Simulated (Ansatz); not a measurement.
**GaH: density, localisation and related maps**

Input file:

```
crystal:
  lattice:
    - [2.6627814871, 0.0, 0.0]
    - [0.0, 2.6627814871, 0.0]
    - [0.0, 0.0, 3.4901457349]
  atoms:
    - { symbol: Ga, position: [0.5, 0.5, 0.5] }
    - { symbol: H, position: [0.0, 0.0, 0.0] }
basis:
  ecutwfc: 420
kpoints:
  mp_grid: { grid: [20, 20, 16] }
hamiltonian:
  xc: pbe
scf:
  occupations: { method: gaussian, width: 0.1 }
output:
  forces: true
  stress: true
  eigenvalues: true
  write_density: true
  write_potential: true
  elf: true
  volumetric_format: npy
relax:
  adjacent_minimum: "off"
  f_tol: 0.01
  max_steps: 80
  cell: { stress_tol: 0.05 }
```

Command:

```sh
ansatz run input.yaml --threads 1 --pin off --max-ram 2560MiB --backend cpu --events-out ev --progress --plain --runs-dir out
```

Below, planes, directions and counts refer to the standardised cell (a = 2.85 Å, b = 2.85 Å, c = 2.86 Å, α = 90.00°, β = 90.00°, γ = 90.00°).

The fields are those of the relaxed geometry.

Space group P4/mmm; started from the CuAu (L1_0)_123 prototype, which need not be the ambient phase.

The calculation used DFT PBE, scalar-relativistic, plane waves, PAW (Ansatz).

In a PAW calculation such maps are meaningful between the atoms, not at the nuclei.

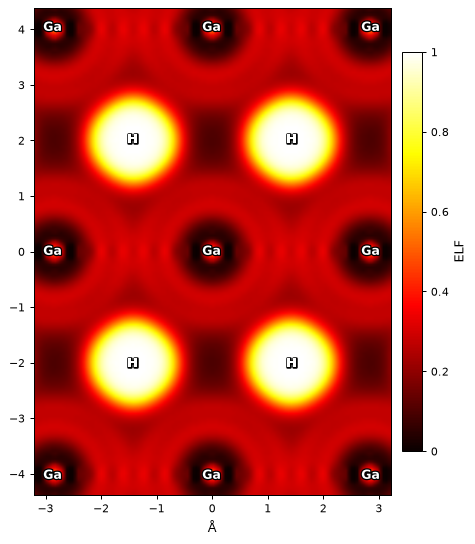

Figure 1. Electron localisation function on the (110) plane of the standardised cell.

Q: What do the fields say about this system?

A:
- Atoms in the plane: Ga and H.
- Ga–H (2.47 Å): the ELF climbs to about 1 towards the hydrogen.
- The features right at Ga lie inside the PAW spheres, where the map follows smoothed inner orbitals and isn't to be read closely.

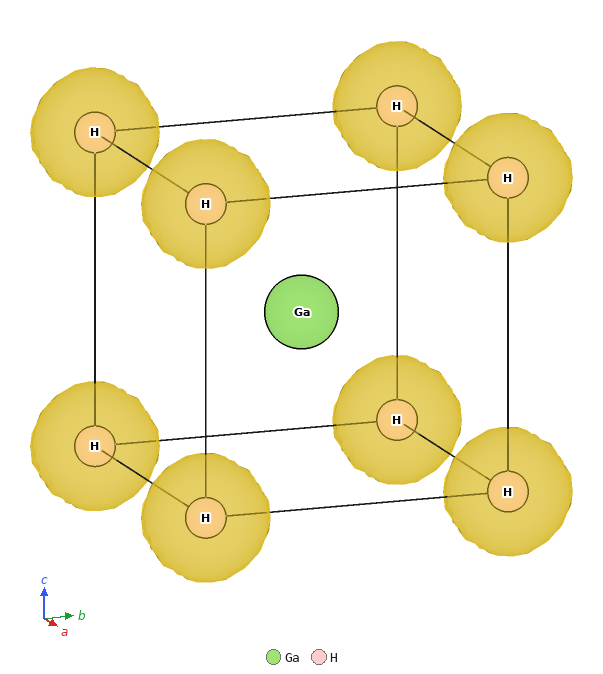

Figure 2. Isosurface of the ELF at 0.9 (yellow), seen slightly off an axis. Only the valence region is drawn (cores and ρ < 0.01 e/Å³ removed).

Q: What do the ELF domains correspond to?

A: The ELF exceeds this value in one region around a hydrogen nucleus, counted in one cell of 2 atoms. Regions shared between cells count once.

Q: Does the calculation give a band gap?

A: It is gapless in this calculation (a metal or semimetal).
